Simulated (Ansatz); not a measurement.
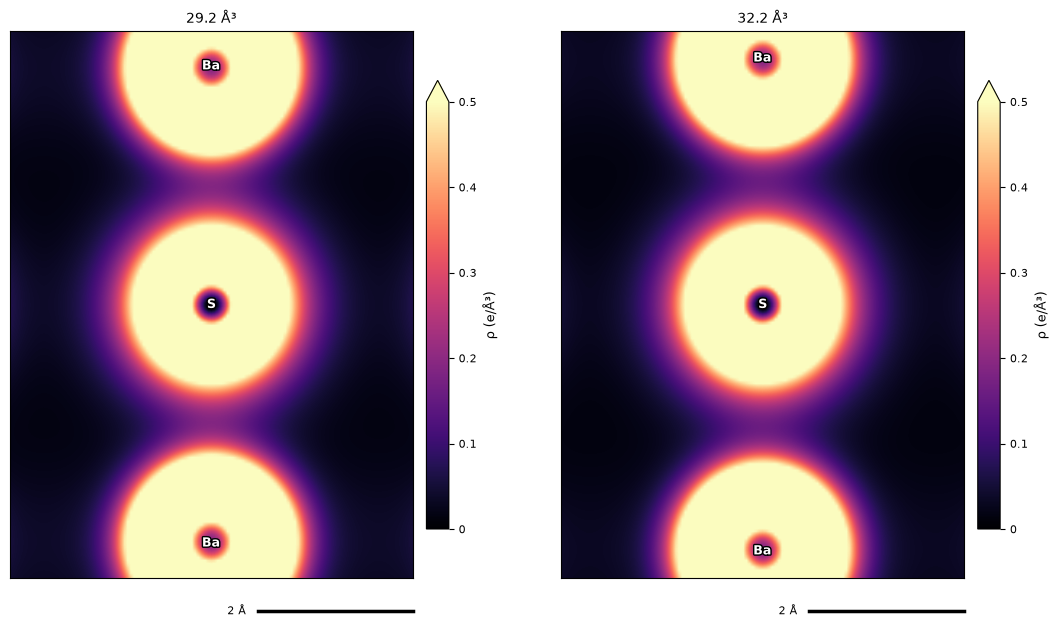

BaS. The valence charge density (pseudo) of cells scaled evenly to different volumes (given per atom above each panel), on the (011̄) plane of each (indices in the axes of the cell below), at one length scale and on one colour scale.

These are results of Ansatz 0.2.0, DFT PBE, scalar-relativistic, plane waves, PAW, not measurements.

The density is the valence pseudo-density of a PAW calculation; it isn't the true density close to the nuclei.

The largest cell:

```
CELL_PARAMETERS angstrom
0.00000 3.18192 3.18192
3.18192 0.00000 3.18192
3.18192 3.18192 0.00000
ATOMIC_POSITIONS crystal
Ba 0.00000 0.00000 0.00000
S 0.50000 0.50000 0.50000
```

| volume (Å³/atom) | Ba–S contact in the plane (Å) | ρ at its midpoint (e/Å³) | pressure (GPa) | gap on the mesh (eV) | 
| --- | --- | --- | --- | --- |
| 29.23 | 3.080 | 0.189 | 7.1 | 2.01 | 
| 30.22 | 3.115 | ? | ? | ? | 
| 32.22 | 3.182 | 0.158 | 1.4 | 2.19 | 

What values belong in the row with question marks?

Over the known rows ln ρ falls by 1.76 per Å of Ba–S distance (the line through the two), which gives 0.178 e/Å³ at 3.115 Å; the calculation gives 0.178 e/Å³. For the pressure, a straight line in volume between the neighbouring rows gives 5.2 GPa; the calculation gives 4.8, lower because pressure rises ever faster on compression. For the gap on the mesh, a straight line in volume between the neighbouring rows gives 2.07 eV; the calculation gives 2.08.
